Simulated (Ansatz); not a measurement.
## C13H4Si12: geometry relaxation (part 1 of 3)

System: C13H4Si12 (slab, 29 atoms in the cell).
Method: DFT PBE+D3(BJ), scalar-relativistic, plane waves, PAW, no spin polarisation (Ansatz 0.2.0).

The structure derives from an entry of the Crystallography Open Database. The input holds or restrains some coordinates. It belongs to a series of runs on one base structure; here: 1 CH4 a cell, tilted, over a hollow Si-C site. Figures and captions count atoms from 1; the log counts them from 0 in places.

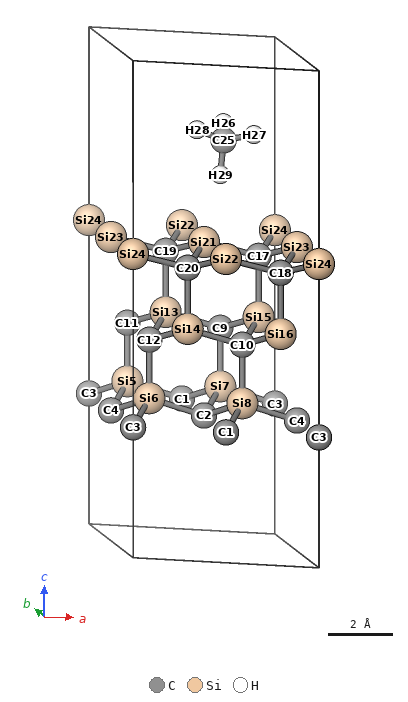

Fig. 1: The input geometry (ball-and-stick view of the cell of the calculation, with the vacuum cut short, seen slightly off an axis; atoms are numbered from 1 in the order of the input).

## Input
```yaml
crystal:
  lattice:
    - [6.1499993378, 0.0, 0.0]
    - [-3.0749996689, 5.3260556598, 0.0]
    - [0.0, 0.0, 25.199535111]
  atoms:
    - { symbol: C, position: [0.5, 0.0, 0.3174661741] }
    - { symbol: C, position: [0.5, 0.5, 0.3174661741] }
    - { symbol: C, position: [0.0, 0.0, 0.3174661741] }
    - { symbol: C, position: [0.0, 0.5, 0.3174661741] }
    - { symbol: Si, position: [0.1666666667, 0.8333333333, 0.3423746367] }
    - { symbol: Si, position: [0.1666666667, 0.3333333333, 0.3423746367] }
    - { symbol: Si, position: [0.6666666667, 0.8333333333, 0.3423746367] }
    - { symbol: Si, position: [0.6666666667, 0.3333333333, 0.3423746367] }
    - { symbol: C, position: [0.6666666667, 0.8333333333, 0.4171000247] }
    - { symbol: C, position: [0.6666666667, 0.3333333333, 0.4171000247] }
    - { symbol: C, position: [0.1666666667, 0.8333333333, 0.4171000247] }
    - { symbol: C, position: [0.1666666667, 0.3333333333, 0.4171000247] }
    - { symbol: Si, position: [0.3333333333, 0.6666666667, 0.4401994713] }
    - { symbol: Si, position: [0.3333333333, 0.1666666667, 0.4401994713] }
    - { symbol: Si, position: [0.8333333333, 0.6666666667, 0.4401994713] }
    - { symbol: Si, position: [0.8333333333, 0.1666666667, 0.4401994713] }
    - { symbol: C, position: [0.8333333333, 0.6666666667, 0.5182715512] }
    - { symbol: C, position: [0.8333333333, 0.1666666667, 0.5182715512] }
    - { symbol: C, position: [0.3333333333, 0.6666666667, 0.5182715512] }
    - { symbol: C, position: [0.3333333333, 0.1666666667, 0.5182715512] }
    - { symbol: Si, position: [0.5, 0.5, 0.5388224106] }
    - { symbol: Si, position: [0.5, 0.0, 0.5388224106] }
    - { symbol: Si, position: [0.0, 0.5, 0.5388224106] }
    - { symbol: Si, position: [0.0, 0.0, 0.5388224106] }
    - { symbol: C, position: [0.6853887592, 0.8370962828, 0.6564595014] }
    - { symbol: H, position: [0.7280409918, 1.0236498393, 0.6716423212] }
    - { symbol: H, position: [0.8398505208, 0.8019027679, 0.6673962111] }
    - { symbol: H, position: [0.5069943677, 0.6894818289, 0.6741582406] }
    - { symbol: H, position: [0.6666666667, 0.8333333333, 0.6126332961] }
basis:
  ecutwfc: 420
kpoints:
  mp_grid: { grid: [3, 3, 1] }
hamiltonian:
  xc: pbe
  dispersion: d3bj
scf:
  occupations: { method: gaussian, width: 0.05 }
output:
  forces: true
  eigenvalues: true
  write_density: true
  write_potential: true
  elf: true
  volumetric_format: npy
relax:
  adjacent_minimum: "off"
  f_tol: 0.04
  max_steps: 100
  constraints: [{ sites: [0, 1, 2, 3, 4, 5, 6, 7, 8, 9, 10, 11] }]
efield:
  axis: 3
  dipole_correction: true
  ramp_width: 0.04
```

Launch command:
```bash
ansatz run input.yaml --threads 2 --pin off --max-ram 5120MiB --backend cpu --events-out ev --progress --plain --runs-dir out
```

## Log
```
Engine: ansatz 0.2.0, aarch64-unknown-linux-gnu
Pseudopotentials: kind: paw
Pseudopotential: C, paw, valence charge 4, recommended cutoff 420 eV (normal), C.paw.azcp
Pseudopotential: Si, paw, valence charge 4, recommended cutoff 420 eV (normal), Si.paw.azcp
Pseudopotential: H, paw, valence charge 1, recommended cutoff 420 eV (normal), H.paw.azcp
Functional definition: PBE
  parameter kappa = 0.804
  parameter beta = 0.06672455060314922
  exchange = pbe_x(kappa = kappa, mu = beta*pi^2/3)
  correlation = pbe_c(beta = beta)
Crystal: 29 atoms, lattice volume = 825.417 Å³
Basis set: ecut = 420 eV, 16183 PW (Γ), exchange–correlation on 90×90×360 points (8 copies of the dense FFT grid, shifted against one another)
Bands: 81, of which v1, the nominal top of the filled ones, is band 52 counted from 1 (51 counted from 0)
Symmetry: 1 space group operations
Space group: P1 (ITA 1), of the structure as read, at distance tolerance 9.4e-5 Å
k-points: 5 of 9 (time reversal used)
Non-local potential: C, projectors of the file, l = 0: 2, l = 1: 2, l = 2: 1
Non-local potential: Si, projectors of the file, l = 0: 2, l = 1: 2, l = 2: 2
Non-local potential: H, projectors of the file, l = 0: 2, l = 1: 1
PAW form: soft (Blöchl's): semilocal exchange-correlation on the pseudo side does not see the compensation charge
PAW one-centre angular grid: C, 110 points (default); XC on 64 Gauss nodes
PAW one-centre angular grid: Si, 110 points (default); XC on 64 Gauss nodes
PAW one-centre angular grid: H, 110 points (default); XC on 64 Gauss nodes
Initial density: superposition of atomic densities (neutral atoms: chi_scale 0, normalization atom), corrected by the library's trained network
Initial wavefunctions: pseudopotential atomic-orbital guess
Functional: x = pbe(κ = 0.804, μ = 0.2195149727645171), c = pbe(β = 0.06672455060314922)
SCF iter   1: F=—  HF=-10951.464503 eV  |F-HF|=—  |Δ(HF+E_count)|=         —  Δρ=7.50e-3  dr2=7.28e0  ethr=1.77e-3  p=0.591 e·Å  D=1.30e-1 V/Å  ΔV_dip=-3.27 eV  dr2_dipole=2.71e0  V_vac-E_F(+/−)=4.14/7.40 eV  ⟨swp⟩=8.0  Hψ=2341  notcnv=0  defer=72
efield: sawtooth ramp at fractional position 0.9758 (placed from the atoms, in the widest stretch of the axis that holds none; the zero of the levels goes with the place), width 0.0400; the density the first Hamiltonian is built on has a dipole p = 0.591 e·Å; the dipole correction subtracts the counter field D = 1.30e-1 V/Å, which shifts the + side's vacuum level by -3.27 eV against the − side's; the planar-averaged density in the ramp window peaks in size at 3.6e-5 e/Å³
preconditioner: auto → LDOS  [insulator: Δε(μ)=0.126 eV  Ē_g=10.971 eV  σ=0.050 eV  W_gap=0.75  n_scr=92 (ndim 8)  ℏωp=13.2 eV  f_vac=0.577  D(μ)=9.49/eV (n_scr^D=52)  ε∞_Penn≈2.4  β→1.0]
SCF iter   2: F=—  HF=-10952.428689 eV  |F-HF|=—  |Δ(HF+E_count)|=   9.64e-1  Δρ=2.11e-2  dr2=6.59e1  ethr=1.77e-3  p=0.456 e·Å  D=1.00e-1 V/Å  ΔV_dip=-2.52 eV  dr2_dipole=2.54e1  V_vac-E_F(+/−)=4.20/6.71 eV  ⟨swp⟩=2.2  Hψ=509  notcnv=0  defer=108  recentre
preconditioner: auto → Resta (q_TF=auto, 1.932 Å⁻¹)  ε∞=2.4  [insulator: Δε(μ)=0.197 eV  Ē_g=11.116 eV  σ=0.050 eV  W_gap=0.99  n_scr=92 (ndim 8)  ℏωp=13.2 eV  f_vac=0.577  D(μ)=0.22/eV (n_scr^D=0)  ε∞_Penn≈2.4  vacuum switching on, ρ_ref=9.0e-3 e/Å³  β→0.5]
SCF iter   3: F=—  HF=-10951.415816 eV  |F-HF|=—  |Δ(HF+E_count)|=    1.01e0  Δρ=6.55e-3  dr2=6.00e0  ethr=1.77e-3  p=0.600 e·Å  D=1.31e-1 V/Å  ΔV_dip=-3.31 eV  dr2_dipole=2.32e0  V_vac-E_F(+/−)=3.86/7.17 eV  ⟨swp⟩=2.2  Hψ=421  notcnv=0  defer=108
SCF iter   4: F=—  HF=-10951.332917 eV  |F-HF|=—  |Δ(HF+E_count)|=   8.29e-2  Δρ=1.66e-3  dr2=1.10e-1  ethr=1.77e-3  p=0.561 e·Å  D=1.23e-1 V/Å  ΔV_dip=-3.10 eV  dr2_dipole=2.72e-2  V_vac-E_F(+/−)=3.92/7.02 eV  ⟨swp⟩=1.0  Hψ=470  notcnv=0  defer=88
SCF iter   5: F=—  HF=-10951.329577 eV  |F-HF|=—  |Δ(HF+E_count)|=   3.34e-3  Δρ=8.39e-4  dr2=2.02e-2  ethr=1.06e-4  p=0.573 e·Å  D=1.26e-1 V/Å  ΔV_dip=-3.17 eV  dr2_dipole=3.85e-3  V_vac-E_F(+/−)=3.62/6.78 eV  ⟨swp⟩=2.8  Hψ=467  notcnv=0  defer=108
SCF iter   6: F=—  HF=-10951.328669 eV  |F-HF|=—  |Δ(HF+E_count)|=   9.08e-4  Δρ=6.22e-4  dr2=3.72e-3  ethr=1.94e-5  p=0.570 e·Å  D=1.25e-1 V/Å  ΔV_dip=-3.15 eV  dr2_dipole=2.24e-4  V_vac-E_F(+/−)=3.65/6.79 eV  ⟨swp⟩=1.2  Hψ=471  notcnv=0  defer=108
SCF iter   7: F=—  HF=-10951.328961 eV  |F-HF|=—  |Δ(HF+E_count)|=   2.92e-4  Δρ=5.46e-4  dr2=3.56e-3  ethr=3.57e-6  p=0.567 e·Å  D=1.24e-1 V/Å  ΔV_dip=-3.13 eV  dr2_dipole=1.84e-9  V_vac-E_F(+/−)=3.64/6.78 eV  ⟨swp⟩=2.2  Hψ=514  notcnv=0  defer=108
SCF iter   8: F=—  HF=-10951.329458 eV  |F-HF|=—  |Δ(HF+E_count)|=   4.97e-4  Δρ=4.41e-4  dr2=3.33e-3  ethr=3.42e-6  p=0.564 e·Å  D=1.24e-1 V/Å  ΔV_dip=-3.11 eV  dr2_dipole=1.78e-7  V_vac-E_F(+/−)=3.61/6.72 eV  ⟨swp⟩=2.8  Hψ=524  notcnv=0  defer=108
SCF iter   9: F=—  HF=-10951.329347 eV  |F-HF|=—  |Δ(HF+E_count)|=   1.11e-4  Δρ=2.00e-4  dr2=2.35e-3  ethr=3.20e-6  p=0.563 e·Å  D=1.23e-1 V/Å  ΔV_dip=-3.11 eV  dr2_dipole=6.84e-4  V_vac-E_F(+/−)=3.62/6.73 eV  ⟨swp⟩=1.0  Hψ=292  notcnv=0  defer=108
SCF iter  10: F=—  HF=-10951.329355 eV  |F-HF|=—  |Δ(HF+E_count)|=   8.03e-6  Δρ=6.98e-5  dr2=5.26e-5  ethr=2.26e-6  p=0.563 e·Å  D=1.23e-1 V/Å  ΔV_dip=-3.11 eV  dr2_dipole=1.01e-5  V_vac-E_F(+/−)=3.62/6.73 eV  ⟨swp⟩=1.0  Hψ=292  notcnv=0  defer=108
SCF iter  11: F=-10951.329387 eV  HF=-10951.329390 eV  |F-HF|=3.21e-6  |Δ(HF+E_count)|=   3.48e-5  Δρ=2.81e-5  dr2=1.46e-5  ethr=3.85e-8  p=0.562 e·Å  D=1.23e-1 V/Å  ΔV_dip=-3.11 eV  dr2_dipole=2.66e-6  V_vac-E_F(+/−)=3.62/6.73 eV  ⟨swp⟩=49.4  Hψ=5912  notcnv=0
SCF 1 converged in 11 iterations: F = -10951.329387 eV  dr2 = 1.46e-5
  Residual-converged pass: ⟨swp⟩=1.0  Hψ=425  notcnv=0  max |occ|·‖R‖ = 6.9e-9 eV (tolerance 1.0e-8 eV)  dr2=1.46e-5  dr2_onsite=1.05e-7  max |Δocc| = 2.6e-10
  greatest PAW one-centre occupation: 0.667 electrons in one spin orbital (limit 2), on the C atom at site 3 (counted from 0), in its partial waves of l = 0
relax step   1: F+E_penalty+E_count = -10951.32938687 eV  Δ(F+E_penalty+E_count) = +0.000e0 eV  max|allowed force component| = 6.353e-1 eV/Å  Δτ_max = 0.0000 Å  (11 SCF iters, dr2 threshold 4.00e-5 eV, accepted)
Initial density: handed on by an earlier stage of this run
Initial wavefunctions: those handed on with the density
iter 1 solved again at ethr=5.33e-4 eV; its pass at ethr=3.10e-3 eV (dr2=5.54e-1 eV) is discarded
SCF iter   1: F=—  HF=-10951.492188 eV  |F-HF|=—  |Δ(HF+E_count)|=         —  Δρ=1.01e-2  dr2=5.60e-1  ethr=5.33e-4  p=0.562 e·Å  D=1.23e-1 V/Å  ΔV_dip=-3.11 eV  dr2_dipole=1.04e-2  V_vac-E_F(+/−)=3.62/6.73 eV  ⟨swp⟩=1.2  Hψ=1490  notcnv=0  defer=100
efield: sawtooth ramp at fractional position 0.9758 (handed on by an earlier solve), width 0.0400; the density the first Hamiltonian is built on has a dipole p = 0.562 e·Å; the dipole correction subtracts the counter field D = 1.23e-1 V/Å, which shifts the + side's vacuum level by -3.11 eV against the − side's; the planar-averaged density in the ramp window peaks in size at 4.7e-7 e/Å³
preconditioner: auto → LDOS  [insulator: Δε(μ)=0.105 eV  Ē_g=10.925 eV  σ=0.050 eV  W_gap=0.79  n_scr=92 (ndim 8)  ℏωp=13.2 eV  f_vac=0.575  D(μ)=10.78/eV (n_scr^D=54)  ε∞_Penn≈2.5  β→1.0]
SCF iter   2: F=—  HF=-10951.513639 eV  |F-HF|=—  |Δ(HF+E_count)|=   2.15e-2  Δρ=5.59e-3  dr2=2.09e0  ethr=5.33e-4  p=0.466 e·Å  D=1.02e-1 V/Å  ΔV_dip=-2.58 eV  dr2_dipole=5.40e-1  V_vac-E_F(+/−)=4.16/6.74 eV  ⟨swp⟩=3.0  Hψ=678  notcnv=0  defer=100  recentre
SCF iter   3: F=—  HF=-10951.408551 eV  |F-HF|=—  |Δ(HF+E_count)|=   1.05e-1  Δρ=4.25e-3  dr2=1.87e0  ethr=5.33e-4  p=0.504 e·Å  D=1.10e-1 V/Å  ΔV_dip=-2.78 eV  dr2_dipole=7.40e-1  V_vac-E_F(+/−)=3.94/6.72 eV  ⟨swp⟩=2.0  Hψ=692  notcnv=0  defer=105
SCF iter   4: F=—  HF=-10951.383545 eV  |F-HF|=—  |Δ(HF+E_count)|=   2.50e-2  Δρ=1.24e-3  dr2=9.58e-2  ethr=5.33e-4  p=0.541 e·Å  D=1.19e-1 V/Å  ΔV_dip=-2.99 eV  dr2_dipole=3.36e-2  V_vac-E_F(+/−)=3.74/6.73 eV  ⟨swp⟩=1.0  Hψ=297  notcnv=0  defer=105
SCF iter   5: F=—  HF=-10951.381580 eV  |F-HF|=—  |Δ(HF+E_count)|=   1.97e-3  Δρ=3.81e-4  dr2=2.20e-3  ethr=9.21e-5  p=0.541 e·Å  D=1.18e-1 V/Å  ΔV_dip=-2.99 eV  dr2_dipole=1.02e-5  V_vac-E_F(+/−)=3.74/6.73 eV  ⟨swp⟩=1.2  Hψ=298  notcnv=0  defer=106
SCF iter   6: F=—  HF=-10951.381381 eV  |F-HF|=—  |Δ(HF+E_count)|=   1.99e-4  Δρ=7.03e-5  dr2=7.55e-5  ethr=2.11e-6  p=0.542 e·Å  D=1.19e-1 V/Å  ΔV_dip=-2.99 eV  dr2_dipole=1.10e-5  V_vac-E_F(+/−)=3.73/6.73 eV  ⟨swp⟩=2.0  Hψ=654  notcnv=0  defer=106
SCF iter   7: F=—  HF=-10951.381383 eV  |F-HF|=—  |Δ(HF+E_count)|=   2.20e-6  Δρ=2.89e-5  dr2=3.85e-5  ethr=2.43e-8  p=0.542 e·Å  D=1.19e-1 V/Å  ΔV_dip=-2.99 eV  dr2_dipole=1.40e-5  V_vac-E_F(+/−)=3.73/6.73 eV  ⟨swp⟩=35.0  Hψ=5449  notcnv=0
SCF iter   8: F=-10951.381365 eV  HF=-10951.381383 eV  |F-HF|=1.79e-5  |Δ(HF+E_count)|=   7.03e-7  Δρ=1.64e-5  dr2=1.47e-5  ethr=2.43e-8  p=0.542 e·Å  D=1.19e-1 V/Å  ΔV_dip=-2.99 eV  dr2_dipole=5.38e-6  V_vac-E_F(+/−)=3.73/6.73 eV  ⟨swp⟩=19.8  Hψ=3601  notcnv=0
SCF 2 converged in 8 iterations: F = -10951.381365 eV  dr2 = 1.47e-5
relax step   2: F+E_penalty+E_count = -10951.38136550 eV  Δ(F+E_penalty+E_count) = -5.198e-2 eV  max|allowed force component| = 2.491e-1 eV/Å  Δτ_max = 0.1953 Å  (8 SCF iters, dr2 threshold 2.52e-5 eV, accepted)
[... from here on the SCF iterations and repeated set-up lines of each step are left out, up to the last step ...]
SCF 3 converged in 9 iterations: F = -10951.395438 eV  dr2 = 2.29e-6
relax step   3: F+E_penalty+E_count = -10951.39543847 eV  Δ(F+E_penalty+E_count) = -1.407e-2 eV  max|allowed force component| = 2.496e-1 eV/Å  Δτ_max = 0.1223 Å  (9 SCF iters, dr2 threshold 3.88e-6 eV, accepted)
SCF 4 converged in 8 iterations: F = -10951.444068 eV  dr2 = 7.06e-6
relax step   4: F+E_penalty+E_count = -10951.44406829 eV  Δ(F+E_penalty+E_count) = -4.863e-2 eV  max|allowed force component| = 3.500e-1 eV/Å  Δτ_max = 0.2000 Å  (8 SCF iters, dr2 threshold 9.58e-6 eV, accepted)
SCF 5 converged in 8 iterations: F = -10951.416944 eV  dr2 = 7.23e-5
relax step   5: F+E_penalty+E_count = -10951.41694394 eV  Δ(F+E_penalty+E_count) = +2.712e-2 eV  max|allowed force component| = 7.474e-1 eV/Å  Δτ_max = 0.1949 Å  (8 SCF iters, dr2 threshold 1.00e-4 eV, rejected (line search))
SCF 6 converged in 12 iterations: F = -10951.465356 eV  dr2 = 5.88e-8
relax step   6: F+E_penalty+E_count = -10951.46535559 eV  Δ(F+E_penalty+E_count) = -2.129e-2 eV  max|allowed force component| = 2.283e-1 eV/Å  Δτ_max = 0.0974 Å  (12 SCF iters, accepted)
SCF 7 converged in 9 iterations: F = -10951.476905 eV  dr2 = 4.31e-6
relax step   7: F+E_penalty+E_count = -10951.47690484 eV  Δ(F+E_penalty+E_count) = -1.155e-2 eV  max|allowed force component| = 1.429e-1 eV/Å  Δτ_max = 0.0976 Å  (9 SCF iters, dr2 threshold 2.22e-5 eV, accepted)
SCF 8 converged in 7 iterations: F = -10951.487124 eV  dr2 = 4.03e-6
relax step   8: F+E_penalty+E_count = -10951.48712389 eV  Δ(F+E_penalty+E_count) = -1.022e-2 eV  max|allowed force component| = 1.184e-1 eV/Å  Δτ_max = 0.1500 Å  (7 SCF iters, dr2 threshold 8.01e-6 eV, accepted)
SCF 9 converged in 9 iterations: F = -10951.495972 eV  dr2 = 1.87e-7
relax step   9: F+E_penalty+E_count = -10951.49597239 eV  Δ(F+E_penalty+E_count) = -8.848e-3 eV  max|allowed force component| = 2.499e-1 eV/Å  Δτ_max = 0.1950 Å  (9 SCF iters, dr2 threshold 5.50e-6 eV, accepted)
SCF 10 converged in 6 iterations: F = -10951.502108 eV  dr2 = 4.68e-6
relax step  10: F+E_penalty+E_count = -10951.50210796 eV  Δ(F+E_penalty+E_count) = -6.136e-3 eV  max|allowed force component| = 3.373e-1 eV/Å  Δτ_max = 0.1970 Å  (6 SCF iters, dr2 threshold 4.29e-5 eV, accepted)
SCF 11 converged in 6 iterations: F = -10951.518314 eV  dr2 = 1.85e-5
relax step  11: F+E_penalty+E_count = -10951.51831379 eV  Δ(F+E_penalty+E_count) = -1.621e-2 eV  max|allowed force component| = 6.696e-2 eV/Å  Δτ_max = 0.2000 Å  (6 SCF iters, dr2 threshold 1.00e-4 eV, accepted)
SCF 12 converged in 11 iterations: F = -10951.527792 eV  dr2 = 7.58e-8
relax step  12: F+E_penalty+E_count = -10951.52779234 eV  Δ(F+E_penalty+E_count) = -9.479e-3 eV  max|allowed force component| = 3.621e-2 eV/Å  Δτ_max = 0.2000 Å  (11 SCF iters, accepted)
SCF 13 converged in 13 iterations: F = -10951.531498 eV  dr2 = 1.33e-8
relax step  13: F+E_penalty+E_count = -10951.53149825 eV  Δ(F+E_penalty+E_count) = -3.706e-3 eV  max|allowed force component| = 2.526e-1 eV/Å  Δτ_max = 0.1956 Å  (13 SCF iters, accepted)
SCF 14 converged in 6 iterations: F = -10951.535998 eV  dr2 = 2.84e-6
relax step  14: F+E_penalty+E_count = -10951.53599825 eV  Δ(F+E_penalty+E_count) = -4.500e-3 eV  max|allowed force component| = 1.250e-1 eV/Å  Δτ_max = 0.0788 Å  (6 SCF iters, dr2 threshold 1.87e-5 eV, accepted)
SCF 15 converged in 9 iterations: F = -10951.538375 eV  dr2 = 1.02e-8
relax step  15: F+E_penalty+E_count = -10951.53837519 eV  Δ(F+E_penalty+E_count) = -2.377e-3 eV  max|allowed force component| = 2.582e-2 eV/Å  Δτ_max = 0.0886 Å  (9 SCF iters, dr2 threshold 3.83e-6 eV, accepted)
SCF 16 converged in 4 iterations: F = -10951.538375 eV  dr2 = 1.62e-8
relax step  16: F+E_penalty+E_count = -10951.53837518 eV  Δ(F+E_penalty+E_count) = +9.710e-9 eV  max|allowed force component| = 2.583e-2 eV/Å  Δτ_max = 0.0000 Å  (4 SCF iters, accepted)
SCF 17 converged in 11 iterations: F = -10951.540215 eV  dr2 = 1.61e-8
relax step  17: F+E_penalty+E_count = -10951.54021497 eV  Δ(F+E_penalty+E_count) = -1.840e-3 eV  max|allowed force component| = 1.205e-1 eV/Å  Δτ_max = 0.1954 Å  (11 SCF iters, accepted)
SCF 18 converged in 6 iterations: F = -10951.540558 eV  dr2 = 1.10e-5
relax step  18: F+E_penalty+E_count = -10951.54055806 eV  Δ(F+E_penalty+E_count) = -3.431e-4 eV  max|allowed force component| = 2.705e-1 eV/Å  Δτ_max = 0.1725 Å  (6 SCF iters, dr2 threshold 1.45e-5 eV, accepted)
SCF 19 converged in 5 iterations: F = -10951.544030 eV  dr2 = 2.79e-5
```
